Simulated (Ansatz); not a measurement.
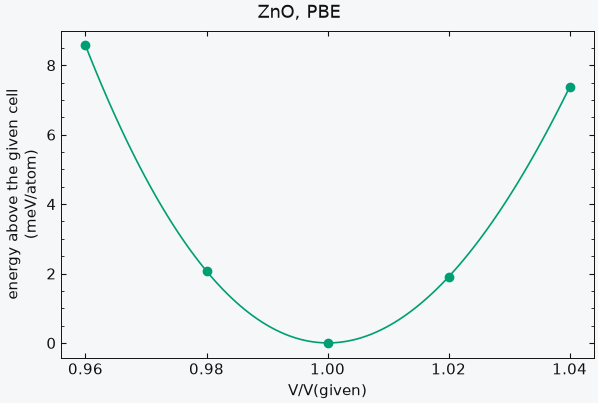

The plot gives the computed energy above the given cell against V/V(given) for ZnO, space group P6_3mc (No. 186).

Starting cell:
```cif
data_structure
_symmetry_space_group_name_H-M 'P 1'
_symmetry_Int_Tables_number 1
_cell_length_a 3.2794
_cell_length_b 3.2794
_cell_length_c 5.2935
_cell_angle_alpha 90.000
_cell_angle_beta 90.000
_cell_angle_gamma 120.000
_cell_volume 49.30
loop_
_atom_site_label
_atom_site_type_symbol
_atom_site_fract_x
_atom_site_fract_y
_atom_site_fract_z
_atom_site_occupancy
Zn1 Zn 0.33333 0.66667 0.00151 1
Zn2 Zn 0.66667 0.33333 0.50151 1
O1 O 0.33333 0.66667 0.38059 1
O2 O 0.66667 0.33333 0.88059 1
```

Method: plane-wave density functional theory, PAW datasets, Gaussian smearing 0.05 eV: equation of state, the given cell scaled in volume with shape and atoms relaxed at each volume; third-order Birch-Murnaghan fit (Ansatz 0.2.0). Level: PBE, no spin polarisation.

- PAW set: soft_2
- wave cutoff: 420 eV
- k mesh: 12×12×8
- symmetry use: detected

V(given) is 12.33 Å³/atom.

This calculation gives: equilibrium volume 12.33 Å³/atom and bulk modulus 129 GPa.

Now O is replaced by S on all its sites, which gives ZnS in the same structure. The second calculation uses k mesh 10×10×6. How do these quantities change?

The equilibrium volume rises from 12.33 to 20.18 Å³/atom (+64 %) and the bulk modulus falls from 129 to 69 GPa (−47 %).

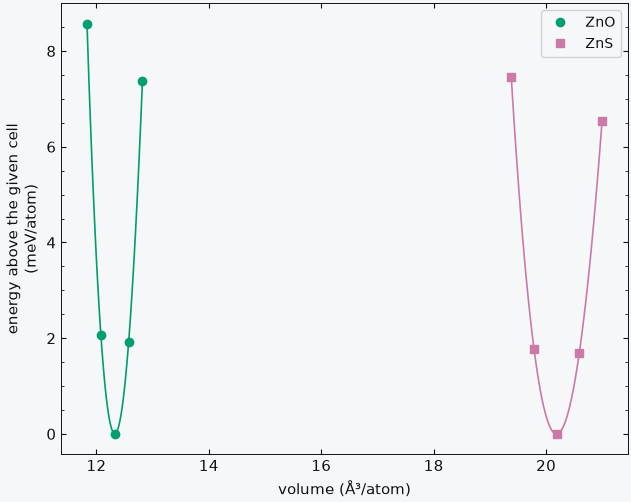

The two results together.

V0 and the bulk modulus come from third-order Birch–Murnaghan fits.
